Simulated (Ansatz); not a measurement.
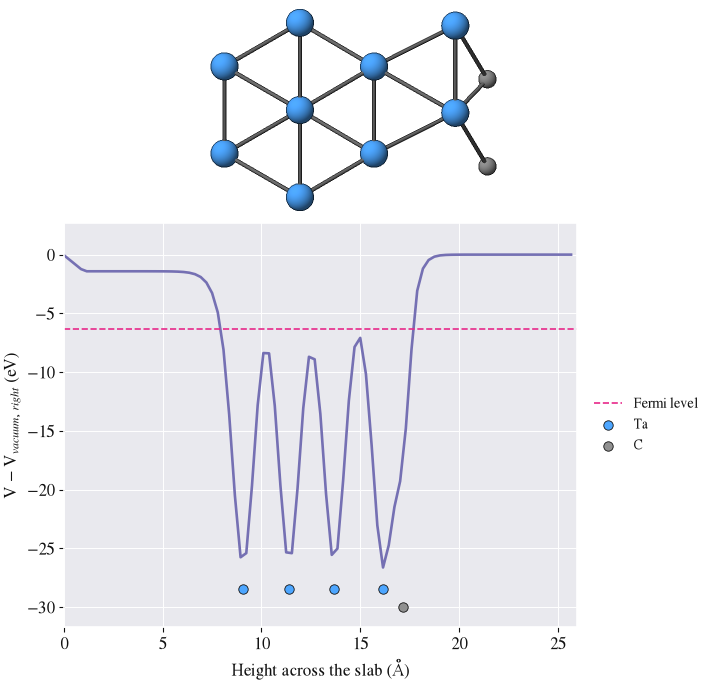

Plane-averaged electrostatic potential energy of an electron across the slab; circles at the bottom mark the heights of the atoms (positions after relaxation). The structure is drawn too.

System: a (110) slab cut from Ta (Im-3m), of composition Ta₄C (not the bulk's), ended by Ta planes, 5 atoms in the cell. Starting structure of the relaxation:

```yaml
crystal:
  lattice:
    - [2.84101, 0.00000, 0.00000]
    - [-0.94700, 2.67853, 0.00000]
    - [0.00000, 0.00000, 25.95903]
  atoms:
    - { symbol: Ta, position: [0.50000, 0.50000, 0.32744] }
    - { symbol: Ta, position: [0.00000, 0.00000, 0.41680] }
    - { symbol: Ta, position: [0.50000, 0.50000, 0.50585] }
    - { symbol: Ta, position: [0.00000, 0.00000, 0.59129] }
    - { symbol: C, position: [0.33333, 0.66667, 0.66526] }
```

Computed with Ansatz 0.2.0: DFT PBEsol, scalar-relativistic, plane waves, PAW, no spin polarisation, 11×11×1 k mesh.

Question: What is the work function?

Answer: The work function is 6.36 eV at the right face and 4.95 eV at the left.

Question: Do the two faces differ, and what does that say about the slab's dipole?

Answer: The vacuum level is 1.42 eV higher at the right than at the left, so the slab carries a dipole along its normal; the ramp in the vacuum, at or near the edge of the plot, is the dipole correction that keeps each side flat. Some atoms were held fixed in the relaxation, which can itself make the faces differ.

Question: How thick are slab and vacuum?

Answer: The outermost atoms are 8.1 Å apart, which leaves 17.9 Å of vacuum in a cell 26.0 Å high.

Spin-orbit coupling is left out, which matters for Ta.
